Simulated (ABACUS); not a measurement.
# Single-point calculation at one volume of an equation of state, with input and output: Ni (part 2 of 2)

Ni (2 atoms in the cell); Kohn-Sham DFT of a periodic cell, PBE, PseudoDojo NC SR 0.4.1 PBE standard, spin-polarised (ABACUS 3.10.1); cutoff 1360.57 eV, 12×12×7 k-mesh, fermi-dirac of 0.05 eV, collinear spins. The structure derives from a Materials Project entry. It belongs to a series of runs on one base structure; here: volume scaled by 0.98. The settings are looser than a standard set-up, so the numbers are not reference values.

Geometry of the input (Å; fractional positions):
```
2.4316  0.0000  0.0000
-1.2158  2.1058  0.0000
0.0000  0.0000  4.0455
Ni 0.6667  0.3333  0.7500
Ni 0.3333  0.6667  0.2500
```

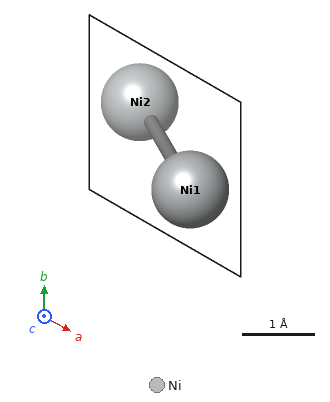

**Figure 1.** The input geometry (ball-and-stick view of the cell of the calculation, along the c axis; atoms are numbered from 1 in the order of the input).

### What the program printed, continued
```
----------------------------------------------------------
     Energy           Rydberg                 eV
----------------------------------------------------------
 E_KohnSham     -670.5481771269      -9123.2759924393
 E_Harris       -670.4778539672      -9122.3191967664
 E_Fermi        1.7943742762         24.4137145006
----------------------------------------------------------

 LCAO ALGORITHM --------------- ION=   1  ELEC=   6--------------------------------
          total magnetism (Bohr mag/cell) = 1.49397
       absolute magnetism (Bohr mag/cell) = 1.49405
                        nelec for spin up = 18.747
                      nelec for spin down = 17.253

 Density error is 0.000493183731872
----------------------------------------------------------
     Energy           Rydberg                 eV
----------------------------------------------------------
 E_KohnSham     -670.5481797830      -9123.2760285767
 E_Harris       -670.5177964972      -9122.8626427665
 E_Fermi        1.7951373175         24.4240962107
----------------------------------------------------------

 LCAO ALGORITHM --------------- ION=   1  ELEC=   7--------------------------------
          total magnetism (Bohr mag/cell) = 1.49467
       absolute magnetism (Bohr mag/cell) = 1.49477
                        nelec for spin up = 18.7473
                      nelec for spin down = 17.2527

 Density error is 0.00022035360709
----------------------------------------------------------
     Energy           Rydberg                 eV
----------------------------------------------------------
 E_KohnSham     -670.5481808759      -9123.2760434475
 E_Harris       -670.5404962393      -9123.1714886018
 E_Fermi        1.7956444324         24.4309958628
----------------------------------------------------------

 LCAO ALGORITHM --------------- ION=   1  ELEC=   8--------------------------------
          total magnetism (Bohr mag/cell) = 1.4951
       absolute magnetism (Bohr mag/cell) = 1.49519
                        nelec for spin up = 18.7475
                      nelec for spin down = 17.2525

 Density error is 2.71306721407e-05
----------------------------------------------------------
     Energy           Rydberg                 eV
----------------------------------------------------------
 E_KohnSham     -670.5481809345      -9123.2760442435
 E_Harris       -670.5480354156      -9123.2740643585
 E_Fermi        1.7958033505         24.4331580545
----------------------------------------------------------

 LCAO ALGORITHM --------------- ION=   1  ELEC=   9--------------------------------
          total magnetism (Bohr mag/cell) = 1.49499
       absolute magnetism (Bohr mag/cell) = 1.49508
                        nelec for spin up = 18.7475
                      nelec for spin down = 17.2525

 Density error is 7.85507123305e-06
----------------------------------------------------------
     Energy           Rydberg                 eV
----------------------------------------------------------
 E_KohnSham     -670.5481809380      -9123.2760442916
 E_Harris       -670.5482010588      -9123.2763180493
 E_Fermi        1.7958022335         24.4331428566
----------------------------------------------------------

 LCAO ALGORITHM --------------- ION=   1  ELEC=  10--------------------------------
          total magnetism (Bohr mag/cell) = 1.495
       absolute magnetism (Bohr mag/cell) = 1.49509
                        nelec for spin up = 18.7475
                      nelec for spin down = 17.2525

 Density error is 4.8882151374e-06
----------------------------------------------------------
     Energy           Rydberg                 eV
----------------------------------------------------------
 E_KohnSham     -670.5481809383      -9123.2760442953
 E_Harris       -670.5480902754      -9123.2748107644
 E_Fermi        1.7958005202         24.4331195456
----------------------------------------------------------

 LCAO ALGORITHM --------------- ION=   1  ELEC=  11--------------------------------
          total magnetism (Bohr mag/cell) = 1.495
       absolute magnetism (Bohr mag/cell) = 1.49509
                        nelec for spin up = 18.7475
                      nelec for spin down = 17.2525

 Density error is 1.73246342991e-06
----------------------------------------------------------
     Energy           Rydberg                 eV
----------------------------------------------------------
 E_KohnSham     -670.5481809384      -9123.2760442976
 E_Harris       -670.5481731320      -9123.2759380854
 E_Fermi        1.7958024543         24.4331458615
----------------------------------------------------------

 LCAO ALGORITHM --------------- ION=   1  ELEC=  12--------------------------------
          total magnetism (Bohr mag/cell) = 1.495
       absolute magnetism (Bohr mag/cell) = 1.49509
                        nelec for spin up = 18.7475
                      nelec for spin down = 17.2525

 Density error is 5.70487634636e-07
----------------------------------------------------------
     Energy           Rydberg                 eV
----------------------------------------------------------
 E_KohnSham     -670.5481809382      -9123.2760442944
 E_Harris       -670.5481801825      -9123.2760340130
 E_Fermi        1.7958028159         24.4331507809
----------------------------------------------------------

 LCAO ALGORITHM --------------- ION=   1  ELEC=  13--------------------------------
          total magnetism (Bohr mag/cell) = 1.495
       absolute magnetism (Bohr mag/cell) = 1.49509
                        nelec for spin up = 18.7475
                      nelec for spin down = 17.2525

 Density error is 1.36545355283e-07
----------------------------------------------------------
     Energy           Rydberg                 eV
----------------------------------------------------------
 E_KohnSham     -670.5481809382      -9123.2760442939
 E_Harris       -670.5481791038      -9123.2760193360
 E_Fermi        1.7958028285         24.4331509515
----------------------------------------------------------

 LCAO ALGORITHM --------------- ION=   1  ELEC=  14--------------------------------
          total magnetism (Bohr mag/cell) = 1.495
       absolute magnetism (Bohr mag/cell) = 1.49509
                        nelec for spin up = 18.7475
                      nelec for spin down = 17.2525

 Density error is 6.75032833491e-08
----------------------------------------------------------
     Energy           Rydberg                 eV
----------------------------------------------------------
 E_KohnSham     -670.5481809385      -9123.2760442980
 E_KS(sigma->0) -670.5470688444      -9123.2609134815
 E_Harris       -670.5481802425      -9123.2760348296
 E_band         -24.8241254321       -337.7495537428
 E_one_elec     -323.6389171362      -4403.3333676025
 E_Hartree      194.9702291028       2652.7060561631
 E_xc           -87.5556406260       -1191.2556045539
 E_Ewald        -454.3216280908      -6181.3628666718
 E_entropy(-TS) -0.0022241882        -0.0302616329
 E_descf        0.0000000000         0.0000000000
 E_exx          0.0000000000         0.0000000000
 E_Fermi        1.7958028547         24.4331513082
----------------------------------------------------------

 charge density convergence is achieved
 final etot is -9123.2760443 eV
 EFERMI = 24.433151308 eV

 STATE ENERGY(eV) AND OCCUPATIONS    NSPIN == 2
SPIN UP :
 1/76 kpoint (Cartesian) = 0.0000 0.0000 0.0000 (598 pws)
       1       -77.5703    0.000992063
       2       -77.5235    0.000992063
       3       -38.5095    0.000992063
       4       -38.2896    0.000992063
       5       -38.2896    0.000992063
       6       -38.2500    0.000992063
       7       -38.2500    0.000992063
       8       -38.2148    0.000992063
       9        10.5024    0.000992063
      10        16.9163    0.000992063
      11        21.3614    0.000992063
      12        21.5615    0.000992063
      13        21.5615    0.000992063
      14        21.8998    0.000992063
      15        21.8998    0.000992063
      16        22.5210    0.000992063
      17        22.5210    0.000992063
      18        23.6751    0.000992063
      19        23.6751    0.000992063
      20        28.4917    5.55630e-39

 2/76 kpoint (Cartesian) = -0.034271 0.019786 0.0000 (594 pws)
       1       -77.5667     0.00595238
       2       -77.5215     0.00595238
       3       -38.5033     0.00595238
       4       -38.3078     0.00595238
       5       -38.2948     0.00595238
       6       -38.2690     0.00595238
       7       -38.2531     0.00595238
       8       -38.2172     0.00595238
       9        10.7672     0.00595238
      10        17.1592     0.00595238
      11        21.2333     0.00595238
      12        21.6591     0.00595238
      13        21.7014     0.00595238
      14        21.8278     0.00595238
      15        22.0243     0.00595238
      16        22.3799     0.00595238
      17        22.4389     0.00595238
      18        23.3927     0.00595238
      19        23.7054     0.00595238
      20        28.5066    2.47126e-38

 3/76 kpoint (Cartesian) = -0.068542 0.039573 0.0000 (595 pws)
       1       -77.5568     0.00595238
       2       -77.5163     0.00595238
       3       -38.4851     0.00595238
       4       -38.3576     0.00595238
       5       -38.3204     0.00595238
       6       -38.3090     0.00595238
       7       -38.2617     0.00595238
       8       -38.2243     0.00595238
       9        11.5469     0.00595238
      10        17.8459     0.00595238
      11        20.9672     0.00595238
      12        21.5682     0.00595238
      13        21.8575     0.00595238
      14        21.9880     0.00595238
      15        22.0942     0.00595238
      16        22.2355     0.00595238
      17        22.3720     0.00595238
      18        22.8416     0.00595238
      19        23.7678     0.00595237
      20        28.6085    3.21988e-39

 4/76 kpoint (Cartesian) = -0.10281 0.059359 0.0000 (592 pws)
       1       -77.5429     0.00595238
       2       -77.5103     0.00595238
       3       -38.4574     0.00595238
       4       -38.4245     0.00595238
       5       -38.3885     0.00595238
       6       -38.3276     0.00595238
       7       -38.2738     0.00595238
       8       -38.2366     0.00595238
       9        12.7990     0.00595238
      10        18.7215     0.00595238
      11        20.8889     0.00595238
      12        20.9829     0.00595238
      13        21.3189     0.00595238
      14        21.9887     0.00595238
      15        22.4197     0.00595238
      16        22.4627     0.00595238
      17        22.6559     0.00595238
      18        22.8672     0.00595238
      19        23.8233     0.00595235
      20        29.0809    2.54111e-43

 5/76 kpoint (Cartesian) = -0.13708 0.079146 0.0000 (585 pws)
       1       -77.5288     0.00595238
       2       -77.5060     0.00595238
       3       -38.4896     0.00595238
       4       -38.4517     0.00595238
       5       -38.4242     0.00595238
       6       -38.3458     0.00595238
       7       -38.2862     0.00595238
       8       -38.2536     0.00595238
       9        14.4418     0.00595238
      10        19.0128     0.00595238
      11        20.1583     0.00595238
      12        21.0923     0.00595238
      13        21.6785     0.00595238
      14        21.7641     0.00595238
      15        22.1075     0.00595238
      16        23.1811     0.00595238
      17        23.2423     0.00595238
      18        23.3946     0.00595238
      19        23.8581     0.00595232
      20        30.6940    2.47552e-57

 6/76 kpoint (Cartesian) = -0.17136 0.098932 0.0000 (589 pws)
       1       -77.5194     0.00595238
       2       -77.5008     0.00595238
       3       -38.5406     0.00595238
       4       -38.4917     0.00595238
       5       -38.3932     0.00595238
       6       -38.3588     0.00595238
       7       -38.2954     0.00595238
       8       -38.2726     0.00595238
       9        16.2429     0.00595238
      10        18.7604     0.00595238
      11        19.6197     0.00595238
      12        21.2099     0.00595238
      13        21.6095     0.00595238
      14        21.8975     0.00595238
      15        22.2173     0.00595238
      16        23.6759     0.00595238
      17        23.8158     0.00595236
      18        23.8747     0.00595230
      19        24.2585     0.00577670
      20        31.1207    4.86724e-61

[... levels at 146 further k points ...]

-------------------------------------------------
 Total Magnetism (uB)
-------------------------------------------------
                        Ni1         0.7475011804
                        Ni2         0.7475011804
-------------------------------------------------

 correction force for each atom along direction 1 is 9.85193e-15
 correction force for each atom along direction 2 is 2.13067e-15
 correction force for each atom along direction 3 is -6.16581e-14
------------------------------------------------------------------------------------------
 TOTAL-FORCE (eV/Angstrom)
------------------------------------------------------------------------------------------
                       Ni1         0.0000000000         0.0000000000         0.0000000000
                       Ni2         0.0000000000         0.0000000000         0.0000000000
------------------------------------------------------------------------------------------

----------------------------------------------------------------
 TOTAL-STRESS (KBAR)
----------------------------------------------------------------
       551.6304831318        -0.0000000131         0.0000000000
        -0.0000000131       551.6304830923        -0.0000000000
        -0.0000000000         0.0000000000       497.0826489426
----------------------------------------------------------------
 TOTAL-PRESSURE: 533.447872 KBAR

 --------------------------------------------
 !FINAL_ETOT_IS -9123.2760442980215885 eV
 --------------------------------------------
```

### File mulliken.txt
```
 0
CALCULATE THE MULLIkEN ANALYSIS FOR EACH ATOM
 Total charge of spin 1:	18.75
 Total charge of spin 2:	17.25
 Total charge:	36
Decomposed Mulliken populations
0                             Zeta of Ni              Spin 1              Spin 2                 Sum                Diff
s                                      0              1.0021              1.0020              2.0041              0.0000
s                                      1              0.6242              0.6273              1.2515             -0.0032
SUM OVER M+Zeta                                       1.6262              1.6293              3.2556             -0.0031

pz                                     0              0.9998              0.9998              1.9997              0.0000
px                                     0              0.9998              0.9997              1.9995              0.0000
py                                     0              0.9999              0.9999              1.9998              0.0000
SUM OVER M                                            2.9995              2.9994              5.9989              0.0000
SUM OVER M+Zeta                                       2.9995              2.9994              5.9989              0.0000

dz^2                                   0              0.9363              0.7631              1.6994              0.1733
dxz                                    0              0.9469              0.8283              1.7752              0.1187
dyz                                    0              0.9696              0.8309              1.8005              0.1387
dx^2-y^2                               0              0.9360              0.7461              1.6821              0.1898
dxy                                    0              0.9592              0.8291              1.7883              0.1302
SUM OVER M                                            4.7481              3.9975              8.7455              0.7506
SUM OVER M+Zeta                                       4.7481              3.9975              8.7455              0.7506

SUM OVER M+Zeta+L                                     9.3738              8.6262             18.0000              0.7475

Total Charge on atom:                 Ni             18.0000
Total Magnetism on atom:              Ni              0.7475


1                             Zeta of Ni              Spin 1              Spin 2                 Sum                Diff
s                                      0              1.0021              1.0020              2.0041              0.0000
s                                      1              0.6242              0.6273              1.2515             -0.0032
SUM OVER M+Zeta                                       1.6262              1.6293              3.2556             -0.0031

pz                                     0              0.9998              0.9998              1.9997              0.0000
px                                     0              0.9998              0.9997              1.9995              0.0000
py                                     0              0.9999              0.9999              1.9998              0.0000
SUM OVER M                                            2.9995              2.9994              5.9989              0.0000
SUM OVER M+Zeta                                       2.9995              2.9994              5.9989              0.0000

dz^2                                   0              0.9363              0.7631              1.6994              0.1733
dxz                                    0              0.9469              0.8283              1.7752              0.1187
dyz                                    0              0.9696              0.8309              1.8005              0.1387
dx^2-y^2                               0              0.9360              0.7461              1.6821              0.1898
dxy                                    0              0.9592              0.8291              1.7883              0.1302
SUM OVER M                                            4.7481              3.9975              8.7455              0.7506
SUM OVER M+Zeta                                       4.7481              3.9975              8.7455              0.7506

SUM OVER M+Zeta+L                                     9.3738              8.6262             18.0000              0.7475

Total Charge on atom:                 Ni             18.0000
Total Magnetism on atom:              Ni              0.7475
```

### Key numbers

| quantity | value |
| --- | --- |
| outcome | converged |
| space group (tolerance 0.01 Å) | P6₃/mmc (194) |
| electrons treated | 36 |
| free energy | −9123.2760 eV |
| Fermi energy | 24.433 eV |
| gap on the k-point mesh | none (metallic) |
| net moment of the cell | 1.50 μB |
| integrated absolute moment | 1.50 μB |
| pressure | 53.34 GPa |
| largest force (length of the vector) | under 0.001 eV/Å |
| wall time | 27 s (CPU time 1.7 min) |
| peak memory | 0.4 GiB |

Settings chosen away from the usual ones: volume scaled by 0.98. The settings depart from the standard set-up of this series, which can bear on the numbers. Points of doubt noted for this run: home made orbitals.
